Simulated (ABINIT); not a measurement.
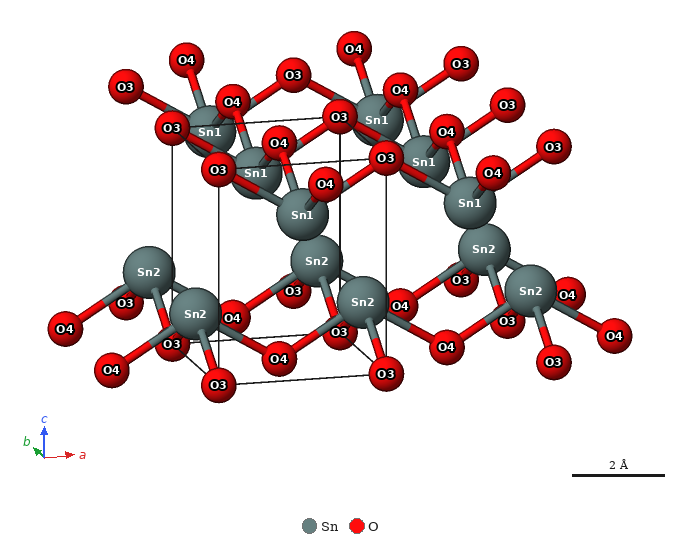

**Figure 1.** The structure (ball-and-stick view of the cell of the calculation, repeated 2 × 2 × 1, seen slightly off an axis; bonded neighbours outside the cell are drawn too; atoms are numbered from 1 in the order of the input). An atom can appear more than once, as a periodic image.

Run report: SnO, optical-spectrum calculation (part 1 of 2)

- system: SnO (P4/nmm, 4 atoms in the cell)
- method: Kohn-Sham DFT of a periodic cell, PBEsol, PseudoDojo NC SR PBEsol v0.4.1 standard, no spin polarisation (ABINIT 10.8.3)

The structure derives from a Materials Project entry.

Output:
```
.Version 10.8.3 of ABINIT
 DATASET    1 : space group P4/n m m (#129); Bravais tP (primitive tetrag.)
================================================================================
 Values of the parameters that define the memory need for DATASET  1.
     intxc =       0    ionmov =       0      iscf =       7    lmnmax =       6
     lnmax =       6     mgfft =      50  mpssoang =       3    mqgrid =    3001
     natom =       4  nloc_mem =       1    nspden =       1   nspinor =       1
    nsppol =       1      nsym =      16    n1xccc =    2501    ntypat =       2
    occopt =       1   xclevel =       2
       mpw =        4970          nfft =       80000          nkpt =          40
================================================================================
================================================================================

 DATASET    2 : space group P4/n m m (#129); Bravais tP (primitive tetrag.)
================================================================================
 Values of the parameters that define the memory need for DATASET  2.
     intxc =       0    ionmov =       0      iscf =      -2    lmnmax =       6
     lnmax =       6     mgfft =      50  mpssoang =       3    mqgrid =    3001
     natom =       4  nloc_mem =       1    nspden =       1   nspinor =       1
    nsppol =       1      nsym =      16    n1xccc =    2501    ntypat =       2
    occopt =       1   xclevel =       2
       mpw =        4970          nfft =       80000          nkpt =          40
================================================================================
================================================================================

 DATASET    3 : space group P4/n m m (#129); Bravais tP (primitive tetrag.)
================================================================================
 Values of the parameters that define the memory need for DATASET  3.
     intxc =       0    ionmov =       0      iscf =       7    lmnmax =       6
     lnmax =       6     mgfft =      50  mpssoang =       3    mqgrid =    3001
     natom =       4  nloc_mem =       1    nspden =       1   nspinor =       1
    nsppol =       1      nsym =      16    n1xccc =    2501    ntypat =       2
    occopt =       1   xclevel =       2
       mpw =        4970          nfft =       80000          nkpt =          40
================================================================================
================================================================================

--------------------------------------------------------------------------------
------------- Echo of variables that govern the present computation ------------
--------------------------------------------------------------------------------
 -outvars: echo values of preprocessed input variables --------
            acell      1.0000000000E+00  1.0000000000E+00  1.0000000000E+00 Bohr
              amu      1.18710000E+02  1.59994000E+01
           diemac      6.00000000E+00
             ecut      3.60000000E+01 Hartree
           getden1          0
           getden2          1
           getden3          0
           getwfk1          0
           getwfk2          0
           getwfk3          2
             iscf1          7
             iscf2         -2
             iscf3          7
              ixc     -116133
           jdtset        1    2    3
         kptrlatt        8    0    0      0    8    0      0    0    8
          kptrlen      5.76547159E+01
            natom           4
            nband1         20
            nband2         32
            nband3         28
           nbdbuf1          0
           nbdbuf2          4
           nbdbuf3          0
           ndtset           3
            ngfft          40      40      50
             nkpt          40
            nstep1         80
            nstep2        120
            nstep3         80
             nsym          16
           ntypat           2
        optdriver1          0
        optdriver2          0
        optdriver3          8
           prtden1          1
           prtden2          0
           prtden3          1
        prtebands           0
           prteig           0
           prtevk1          0
           prtevk2          0
           prtevk3          1
            prtwf1          0
            prtwf2          1
            prtwf3          1
            rprim      7.2068394886E+00  0.0000000000E+00  0.0000000000E+00
                       0.0000000000E+00  7.2068394886E+00  0.0000000000E+00
                       0.0000000000E+00  0.0000000000E+00  9.2349277318E+00
           shiftk      5.00000000E-01  5.00000000E-01  5.00000000E-01
          spgroup         129
           tolvrs1     1.00000000E-12
           tolvrs2     0.00000000E+00
           tolvrs3     0.00000000E+00
           tolwfr1     0.00000000E+00
           tolwfr2     1.00000000E-12
           tolwfr3     0.00000000E+00
            typat      1  1  2  2
         wfk_task1          0
         wfk_task2          0
         wfk_task3          7
           xangst      1.9068476087E+00  0.0000000000E+00  3.7366616506E+00
                       0.0000000000E+00  1.9068476087E+00  1.1502516461E+00
                       0.0000000000E+00  0.0000000000E+00  0.0000000000E+00
                       1.9068476087E+00  1.9068476087E+00  0.0000000000E+00
            xcart      3.6034197443E+00  0.0000000000E+00  7.0612671447E+00
                       0.0000000000E+00  3.6034197443E+00  2.1736605871E+00
                       0.0000000000E+00  0.0000000000E+00  0.0000000000E+00
                       3.6034197443E+00  3.6034197443E+00  0.0000000000E+00
             xred      5.0000000000E-01  0.0000000000E+00  7.6462614000E-01
                       0.0000000000E+00  5.0000000000E-01  2.3537386000E-01
                       0.0000000000E+00  0.0000000000E+00  0.0000000000E+00
                       5.0000000000E-01  5.0000000000E-01  0.0000000000E+00
            znucl       50.00000    8.00000

================================================================================

 chkinp: Checking input parameters for consistency, jdtset=   1.

 chkinp: Checking input parameters for consistency, jdtset=   2.

 chkinp: Checking input parameters for consistency, jdtset=   3.

================================================================================
== DATASET  1 ==================================================================

--- !DatasetInfo
iteration_state: {dtset: 1, }
dimensions: {natom: 4, nkpt: 40, mband: 20, nsppol: 1, nspinor: 1, nspden: 1, mpw: 4970, }
cutoff_energies: {ecut:  36.0, pawecutdg:  -1.0, }
electrons: {nelect:   4.00000000E+01, charge:   0.00000000E+00, occopt:   1.00000000E+00, tsmear:   1.00000000E-02, }
meta: {optdriver: 0, ionmov: 0, optcell: 0, iscf: 7, paral_kgb: 0, }
...

 Real(R)+Recip(G) space primitive vectors, cartesian coordinates (Bohr,Bohr^-1):
 R(1)=  7.2068395  0.0000000  0.0000000  G(1)=  0.1387571  0.0000000  0.0000000
 R(2)=  0.0000000  7.2068395  0.0000000  G(2)=  0.0000000  0.1387571  0.0000000
 R(3)=  0.0000000  0.0000000  9.2349277  G(3)=  0.0000000  0.0000000  0.1082846
 Unit cell volume ucvol=  4.7964862E+02 bohr^3
 Angles (23,13,12)=  9.00000000E+01  9.00000000E+01  9.00000000E+01 degrees

 getcut: wavevector=  0.0000  0.0000  0.0000  ngfft=  40  40  50
         ecut(hartree)=     36.000   => boxcut(ratio)=   2.00456

--- Pseudopotential description ------------------------------------------------
- pspini: atom type   1  psp file is ./Sn.upf
  50.00000  14.00000  180301                  znucl, zion, pspdat
12 -116133 2 -1 1628                          pspcod,pspxc,lmax,lloc,mmax
     nproj     2     2     2

- pspini: atom type   2  psp file is ./O.upf
   8.00000   6.00000  180301                  znucl, zion, pspdat
12 -116133 2 -1 936                           pspcod,pspxc,lmax,lloc,mmax
     nproj     2     2     1

   3.09399674E+03                                ecore*ucvol(ha*bohr**3)
--------------------------------------------------------------------------------

================================================================================

--- !BeginCycle
iteration_state: {dtset: 1, }
solver: {iscf: 7, nstep: 80, nline: 4, wfoptalg: 0, }
tolerances: {tolvrs: 1.00E-12, }
...

     iter   Etot(hartree)      deltaE(h)  residm     vres2
 ETOT  1  -188.69144575855    -1.887E+02 3.593E-01 2.910E+02
 ETOT  2  -190.18965645582    -1.498E+00 1.464E-01 1.429E+02
 ETOT  3  -190.23282700171    -4.317E-02 2.355E-02 1.533E+02
 ETOT  4  -190.21747567760     1.535E-02 9.744E-04 2.578E+02
 ETOT  5  -190.25738047067    -3.990E-02 4.465E-04 2.975E+00
 ETOT  6  -190.25760449614    -2.240E-04 1.807E-05 1.459E+00
 ETOT  7  -190.25776896882    -1.645E-04 2.295E-06 5.137E-02
 ETOT  8  -190.25777462825    -5.659E-06 7.253E-07 1.845E-03
 ETOT  9  -190.25777484376    -2.155E-07 1.062E-08 4.156E-05
 ETOT 10  -190.25777485755    -1.379E-08 1.710E-09 3.154E-06
 ETOT 11  -190.25777485814    -5.853E-10 3.169E-10 6.551E-08
 ETOT 12  -190.25777485818    -3.826E-11 3.476E-11 6.116E-10
 ETOT 13  -190.25777485817     7.418E-12 6.382E-12 2.014E-10
 ETOT 14  -190.25777485817    -3.610E-12 6.871E-13 2.279E-11
 ETOT 15  -190.25777485817     1.251E-12 1.319E-13 1.084E-12
 ETOT 16  -190.25777485817     1.364E-12 1.325E-14 3.114E-14

 At SCF step   16       vres2   =  3.11E-14 < tolvrs=  1.00E-12 =>converged.

 Cartesian components of stress tensor (hartree/bohr^3)
  sigma(1 1)=  1.13447716E-05  sigma(3 2)=  0.00000000E+00
  sigma(2 2)=  1.13447716E-05  sigma(3 1)=  0.00000000E+00
  sigma(3 3)=  2.63018525E-05  sigma(2 1)=  0.00000000E+00

--- !ResultsGS
iteration_state: {dtset: 1, }
comment   : Summary of ground state results
lattice_vectors:
- [  7.2068395,   0.0000000,   0.0000000, ]
- [  0.0000000,   7.2068395,   0.0000000, ]
- [  0.0000000,   0.0000000,   9.2349277, ]
lattice_lengths: [   7.20684,    7.20684,    9.23493, ]
lattice_angles: [ 90.000,  90.000,  90.000, ] # degrees, (23, 13, 12)
lattice_volume:   4.7964862E+02
convergence: {deltae:  1.364E-12, res2:  3.114E-14, residm:  1.325E-14, diffor: null, }
etotal    :  -1.90257775E+02
entropy   :   0.00000000E+00
fermie    :   1.99131841E-01
cartesian_stress_tensor: # hartree/bohr^3
- [  1.13447716E-05,   0.00000000E+00,   0.00000000E+00, ]
- [  0.00000000E+00,   1.13447716E-05,   0.00000000E+00, ]
- [  0.00000000E+00,   0.00000000E+00,   2.63018525E-05, ]
pressure_GPa:  -4.8046E-01
xred      :
- [  5.0000E-01,   0.0000E+00,   7.6463E-01, Sn]
- [  0.0000E+00,   5.0000E-01,   2.3537E-01, Sn]
- [  0.0000E+00,   0.0000E+00,   0.0000E+00,  O]
- [  5.0000E-01,   5.0000E-01,   0.0000E+00,  O]
cartesian_forces: # hartree/bohr
- [ -0.00000000E+00,  -0.00000000E+00,  -3.02518792E-03, ]
- [ -0.00000000E+00,  -0.00000000E+00,   3.02518792E-03, ]
- [ -0.00000000E+00,  -0.00000000E+00,  -0.00000000E+00, ]
- [ -0.00000000E+00,  -0.00000000E+00,  -0.00000000E+00, ]
force_length_stats: {min:   0.00000000E+00, max:   3.02518792E-03, mean:   1.51259396E-03, }
...

 Integrated electronic density in atomic spheres:
 ------------------------------------------------
 Atom  Sphere_radius  Integrated_density
    1        2.00000         10.51025643
    2        2.00000         10.51025643
    3        2.00000          6.18352907
    4        2.00000          6.18352907
================================================================================

 ----iterations are completed or convergence reached----
```
